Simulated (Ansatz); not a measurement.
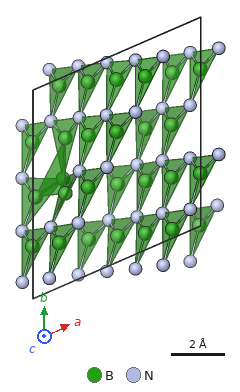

This is the input geometry for a relaxation of a defect cell of composition B25N23 (cell charge −2). Style: polyhedral. Shown: the cell of the calculation, along the c axis.

Case: B on a N site (a), charge -2, atoms relaxed at the host's cell.

These are results of Ansatz 0.2.0, DFT PBE+D3(BJ), scalar-relativistic, plane waves, PAW, not measurements.

(plane-wave cutoff 420 eV; k-point mesh 2 × 2 × 2; occupations gaussian; smearing width 0.01 eV; mesh shifted by (0.5, 0.5, 0.5); no spin polarisation; atoms relaxed in a fixed cell; force threshold 0.025 eV/Å; at most 45 steps)

```
CELL_PARAMETERS angstrom
-6.26528 -3.61726 3.29488
-7.51834 1.44691 -3.29488
-2.50611 -7.23453 -3.29488
ATOMIC_POSITIONS crystal
B 0.99073 0.00555 0.00555
B 0.82904 0.79405 0.04367
B 0.82904 0.04367 0.79405
B 0.66800 0.58210 0.08101
B 0.15585 0.21394 0.96719
B 0.66785 0.83240 0.83240
B 0.19259 0.43870 0.70339
B 0.66800 0.08101 0.58210
B 0.19259 0.70339 0.43870
B 0.15585 0.96719 0.21394
B 0.50323 0.37349 0.12465
B 0.49686 0.62718 0.87701
B 0.99603 0.25285 0.75203
B 0.49686 0.87701 0.62718
B 0.01460 0.48302 0.48302
B 0.50323 0.12465 0.37349
B 0.99603 0.75203 0.25285
B 0.32732 0.42136 0.92430
B 0.32989 0.66864 0.66864
B 0.82365 0.29385 0.54641
B 0.32732 0.92430 0.42136
B 0.82365 0.54641 0.29385
B 0.66878 0.33157 0.33157
B 0.33098 0.16923 0.16923
B 0.17867 0.51314 0.51314
N 0.93554 0.34634 0.60007
N 0.93554 0.60007 0.34634
N 0.77125 0.13986 0.64243
N 0.27683 0.77144 0.51494
N 0.77051 0.39182 0.39182
N 0.27030 0.02067 0.26872
N 0.77125 0.64243 0.13986
N 0.27030 0.26872 0.02067
N 0.27683 0.51494 0.77144
N 0.61060 0.93011 0.68100
N 0.62001 0.17509 0.42559
N 0.10669 0.81343 0.30457
N 0.62001 0.42559 0.17509
N 0.09767 0.06382 0.06382
N 0.61060 0.68100 0.93011
N 0.10669 0.30457 0.81343
N 0.44069 0.97752 0.47557
N 0.45196 0.21822 0.21822
N 0.93674 0.85170 0.10134
N 0.44069 0.47557 0.97752
N 0.93674 0.10134 0.85170
N 0.77557 0.88991 0.88991
N 0.43819 0.72645 0.72645
```

Question: Where does the relaxation end?

Answer: Over 5 geometry steps the energy falls by 0.165 eV per cell of the calculation. The largest force component goes from 1.6 to 0.0029 eV/Å. The atom that moves furthest is B25 (0.098 Å along [3 −2 −2]). Largest moves by element: B 0.098 Å, N 0.072 Å. The cell doesn't change. Near-neighbour distances that change, for instance: B15–N26 1.458 → 1.483 Å, B15–B25 1.573 → 1.554 Å, B13–N41 1.456 → 1.449 Å, B10–N39 1.436 → 1.442 Å. Among the angles between lasting bonds that change: B7–B25–B15 115.6° → 112.3°, B7–B25–B9 115.3° → 111.9°, N29–B9–N37 121.5° → 118.3°.

The end point in the same view:

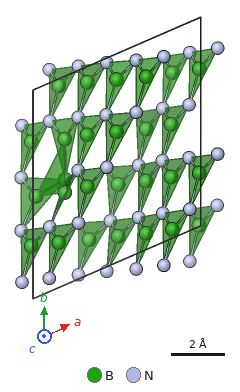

Limits of the set-up: the periodic images lie only 7.9 Å apart, so the values are limited by the cell's size; the cell is charged, on a uniform background, and energies carry no finite-size correction.
